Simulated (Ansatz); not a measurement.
Ni₃Ge: several calculations on one system

## 1. Vibrations

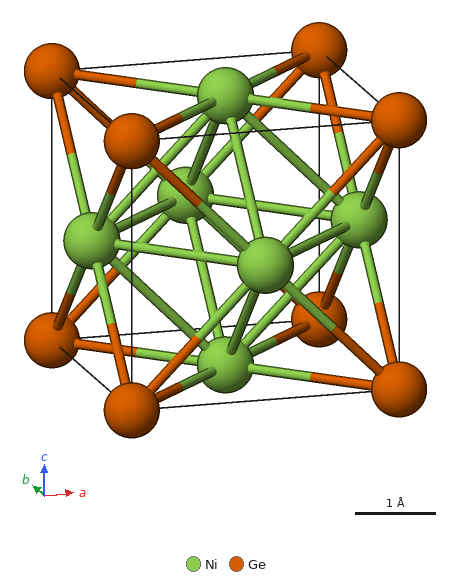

Normal modes of a crystal of Ni₃Ge, space group Pm-3m (No. 221), at the zone centre. A ball-and-stick model of the cell of the calculation, seen slightly off an axis.

The calculation used Ansatz, DFT LDA, scalar-relativistic, plane waves, PAW. Settings: plane-wave cutoff 420 eV; k-point mesh 12 × 12 × 12; occupations fermi dirac; smearing width 0.15 eV; no spin polarisation.

The frequencies depend somewhat on the k-mesh and the smearing.

Which optical modes does it have, at what frequencies, and is it stable there?

Answer. The calculation's cell holds 4 atoms, so there are 9 optical modes, in 3 levels. The optical modes span 2T₁u + T₂u. No level is unstable.

```
level  symmetry  frequency (cm⁻¹)         activity
    1       T₁u               175  infrared-active
    2       T₂u               199           silent
    3       T₁u               305  infrared-active
```

The crystal is a metal, so free carriers screen the infrared response.

The modes drawn as arrows (one member of each degenerate set):

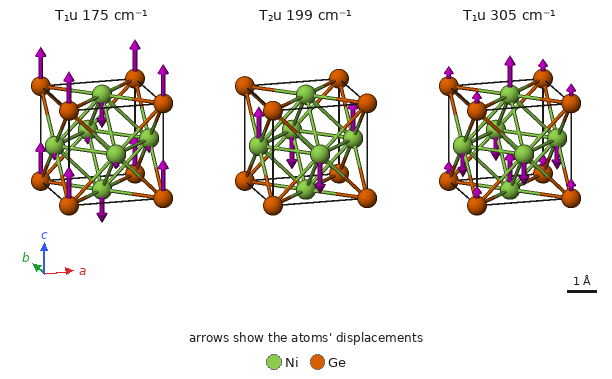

Limits of the set-up: an element that often carries a moment was run without spin polarisation.

## 2. Vibrations

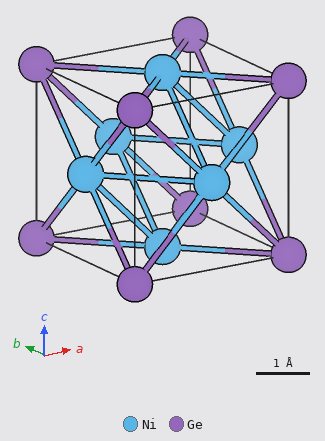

Lattice vibrations of crystalline Ni$_{3}$Ge relaxed at 6 GPa, at the zone centre. Style: ball-and-stick. Shown: the cell of the calculation, from a free direction.

Method: DFT PBEsol, scalar-relativistic, plane waves, PAW (Ansatz).

Input
```yaml
crystal:
  lattice:
    - [3.4964885621, 0.0, 0.0]
    - [0.0, 3.4964885621, 0.0]
    - [0.0, 0.0, 3.4964885621]
  atoms:
    - { symbol: Ni, position: [0.5, 0.0, 0.5] }
    - { symbol: Ni, position: [0.0, 0.5, 0.5] }
    - { symbol: Ni, position: [0.5, 0.5, 0.0] }
    - { symbol: Ge, position: [0.0, 0.0, 0.0] }
basis:
  ecutwfc: 420
kpoints:
  mp_grid: { grid: [12, 12, 12] }
hamiltonian:
  xc: pbesol
scf:
  occupations: { method: fermi_dirac, width: 0.15 }
output:
  eigenvalues: true
phonons:
  method: dfpt
  eigenvectors: true
```

Launched with:
```bash
ansatz run input.yaml --threads 2 --pin off --max-ram 6144MiB --backend cpu --events-out ev --progress --plain --runs-dir out
```

The frequencies depend somewhat on the k-mesh and the smearing.

List the optical modes.

The calculation's cell holds 4 atoms, so there are 9 optical modes, in 3 levels. The optical modes span 2T₁u + T₂u. No level is unstable.

```csv
level,symmetry,frequency (cm⁻¹),activity
1,T₁u,184,infrared-active
2,T₂u,207,silent
3,T₁u,314,infrared-active
```

The crystal is a metal, so free carriers screen the infrared response.

The modes drawn as arrows (one member of each degenerate set):

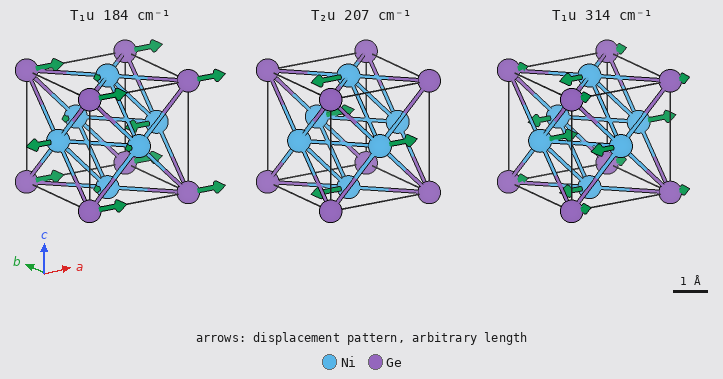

Limits of the set-up: an element that often carries a moment was run without spin polarisation.

## 3. One mode

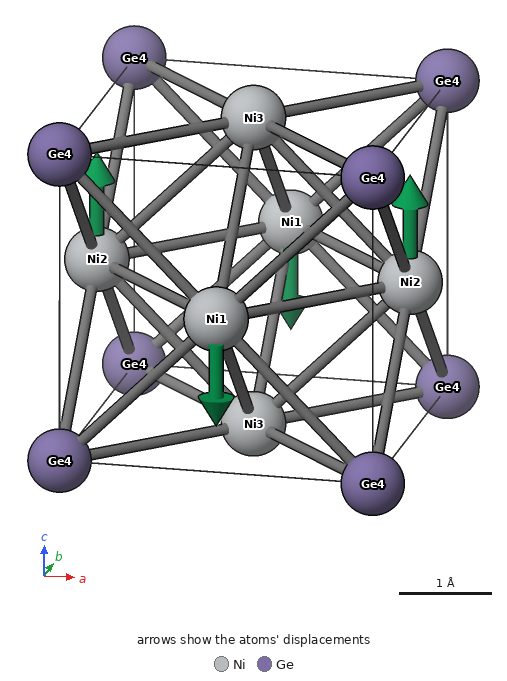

One vibrational mode of solid Ni$_{3}$Ge at 0.98 times its rest volume at the zone centre. Displacements are drawn as green arrows; their common scale and sign are arbitrary. Style: ball-and-stick. Shown: the cell of the calculation, from a free direction.

The calculation used DFT PBEsol, scalar-relativistic, plane waves, PAW in Ansatz 0.2.0. Settings: plane-wave cutoff 420 eV; k-point mesh 12 × 12 × 12; occupations fermi dirac; smearing width 0.15 eV; no spin polarisation.

The frequencies depend somewhat on the k-mesh and the smearing.

### Describe the mode and give its frequency.

This is the T₂u mode (triply degenerate; one member of the set is drawn) at 204 cm⁻¹, optical level 2 of 3, counted from below, silent by symmetry (neither infrared- nor Raman-active). The Ge atoms stay at rest; all motion is along c; atoms of one kind move against one another, with no net shift of their sublattice.

Limits of the set-up: an element that often carries a moment was run without spin polarisation.

## 4. Softest mode

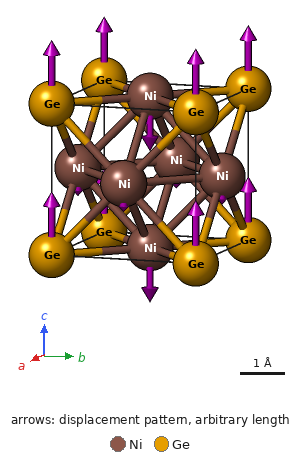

The lowest optical mode of solid Ni3Ge, space group Pm-3m (No. 221), at the zone centre. Displacements are drawn as purple arrows; their common scale and sign are arbitrary. A ball-and-stick model of the cell of the calculation, seen slightly off an axis.

The calculation used DFT PBEsol, scalar-relativistic, plane waves, PAW (Ansatz). (plane-wave cutoff 420 eV; k-point mesh 12 × 12 × 12; occupations fermi dirac; smearing width 0.15 eV; no spin polarisation)

The frequencies depend somewhat on the k-mesh and the smearing.

Is this crystal at a minimum with respect to the drawn distortion?

Yes: this softest mode has a real frequency, and so have all others here. That speaks for this wave vector alone: the rest of the zone wasn't checked in this run. This is the T₁u mode (triply degenerate; one member of the set is drawn) at 21.4 meV, the lowest optical level, infrared-active by symmetry. All motion is along c; the kinetic energy is shared as Ge 63 %, Ni 37 %. The crystal is a metal, so free carriers screen the infrared response.

Limits of the set-up: an element that often carries a moment was run without spin polarisation.

## 5. Softest mode

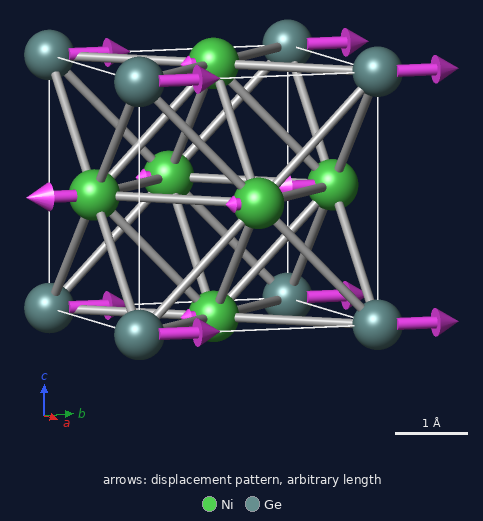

The lowest optical mode of solid Ni3Ge at 1.02 times its rest volume, space group Pm-3m (No. 221), at the zone centre. The pink arrows are the displacements of the atoms (eigenvector over the root of the mass), of arbitrary overall length and sign. The picture is a ball-and-stick view of the cell of the calculation, seen slightly off an axis.

Level of theory: DFT PBEsol, scalar-relativistic, plane waves, PAW in Ansatz 0.2.0. Set-up: plane-wave cutoff 420 eV; k-point mesh 12 × 12 × 12; occupations fermi dirac; smearing width 0.15 eV; no spin polarisation.

The frequencies depend somewhat on the k-mesh and the smearing.

Is the structure stable against all modes at this point?

Answer. Yes: this softest mode has a real frequency, and so have all others here. That speaks for this wave vector alone: the rest of the zone wasn't checked in this run. This is the T₁u mode (triply degenerate; one member of the set is drawn) at 165 cm⁻¹, the lowest optical level, infrared-active by symmetry. All motion is along b; the kinetic energy is shared as Ge 63 %, Ni 37 %. The crystal is a metal, so free carriers screen the infrared response.

Limits of the set-up: an element that often carries a moment was run without spin polarisation.
